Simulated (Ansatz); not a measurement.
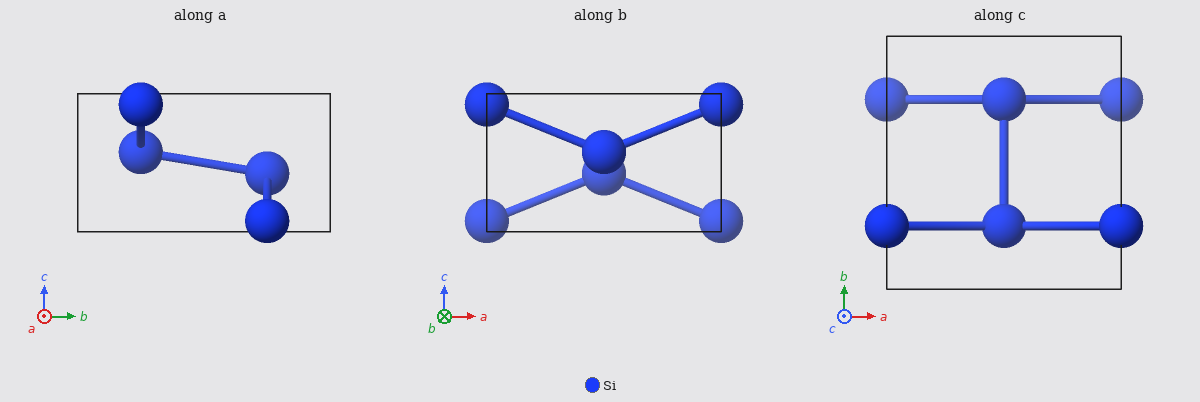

A ball-and-stick rendering, viewed along the a axis, along the b axis and along the c axis. The lines enclose the conventional unit cell; boundary atoms appear with their images.

Lattice parameters: a = 4.5854 Å, b = 4.9468 Å, c = 2.6986 Å, α = 90.000°, β = 90.000°, γ = 90.000°.

**Write the structure as a CIF with its space group and independent sites, with free fractional coordinates to two decimals.**

```cif
data_structure
_symmetry_space_group_name_H-M 'I m m a'
_symmetry_Int_Tables_number 74
_cell_length_a 4.5854
_cell_length_b 4.9468
_cell_length_c 2.6986
_cell_angle_alpha 90.000
_cell_angle_beta 90.000
_cell_angle_gamma 90.000
_cell_volume 61.21
loop_
_atom_site_label
_atom_site_type_symbol
_atom_site_symmetry_multiplicity
_atom_site_Wyckoff_symbol
_atom_site_fract_x
_atom_site_fract_y
_atom_site_fract_z
_atom_site_occupancy
Si1 Si 4 e 0.50 0.75 0.42 1
```

The initial geometry was a structure type filled with this element by a generator (whether the element takes this form wasn't checked). The geometry was optimised with Ansatz, DFT PBE, scalar-relativistic, plane waves, PAW.
